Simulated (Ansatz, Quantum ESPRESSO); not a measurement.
# Work functions of clean metal faces in two plane-wave codes, Li(100) to Ca(100)

Do two independent codes agree on PBE work functions, and is their disagreement small beside the miss against experiment?

How it was computed: Quantum ESPRESSO 7.5 (pw.x, pp.x): slabs at the tabulated lattice constant, outer layers relaxed under PBE by Ansatz 0.2.0 (PAW) or by pw.x, 16 to 19 Å of vacuum, cold smearing of 0.02 Ry, SCF threshold 1e-7 Ry, k-spacings of 0.17 to 0.35 Å⁻¹ (2π included); slabs of magnetic metals were started with moments, and † marks those that keep one. The work function is the vacuum level of the electrostatic potential less the Fermi level. GBRV ultrasoft files. The second code, Ansatz 0.2.0, uses PAW datasets and Fermi-Dirac smearing of 0.1 eV on the same atoms and mesh.

What came out:

```tsv
face	layers	k mesh	pw.x (eV)	Ansatz (eV)	pw.x − Ansatz (eV)	measured (eV)
Li(100)	7	8×8	2.98	3.01	−0.04	-
Li(110)	5	8×8	3.18	3.21	−0.03	-
Be(0001)	6	12×12	5.42	5.39	+0.03	-
Na(100)	7	6×6	2.65	2.69	−0.04	-
Na(110)	5	8×8	2.80	2.83	−0.03	-
Mg(0001)	6	12×12	3.71	3.71	0.00	-
Al(100)	7	8×8	4.22	4.24	−0.02	4.32
Al(110)	7	8×8	3.98	3.98	0.00	4.23
Al(111)	5	12×12	4.10	4.12	−0.01	4.32
K(100)	7	4×4	2.22	2.25	−0.03	-
K(110)	5	6×6	2.35	2.39	−0.04	-
Ca(100)	7	8×8	2.75	2.77	−0.02	-
```

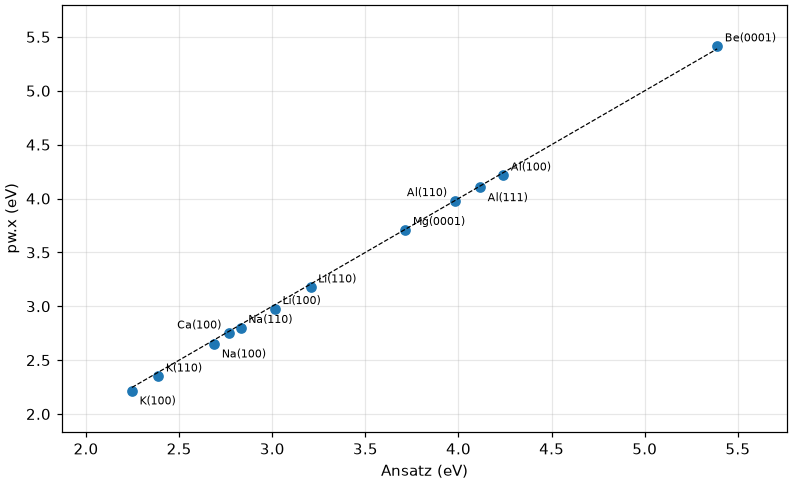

Work function by pw.x against that by Ansatz; the dashed line marks agreement.

**Answer.** The codes differ by 0.023 eV on average and by at most 0.04 eV, on Li(100). pw.x lies above Ansatz on 2 faces and below on 10. Against the 3 measured values on unreconstructed faces pw.x misses by 0.19 eV on average (mean signed −0.19 eV), 16 times the difference between the codes on those faces; so few faces allow no general verdict.

What the numbers leave out: Slabs this thin leave some 0.05 to 0.1 eV open. The two smearings differ.  Measured values, compiled in “Properties of real metallic surfaces: Effects of density functional semilocality and van der Waals nonlocality” (2017, arxiv:1702.08515), differ between sources by 0.1 eV or more. Of 71 clean slabs run, each face is listed once, in this or a sister table, where both codes converged.

[Logs are printed without paths, hosts, clocks, repeated set-up lines and the standing remarks that a program may print on its own settings, such as how far it seeks lower states.]
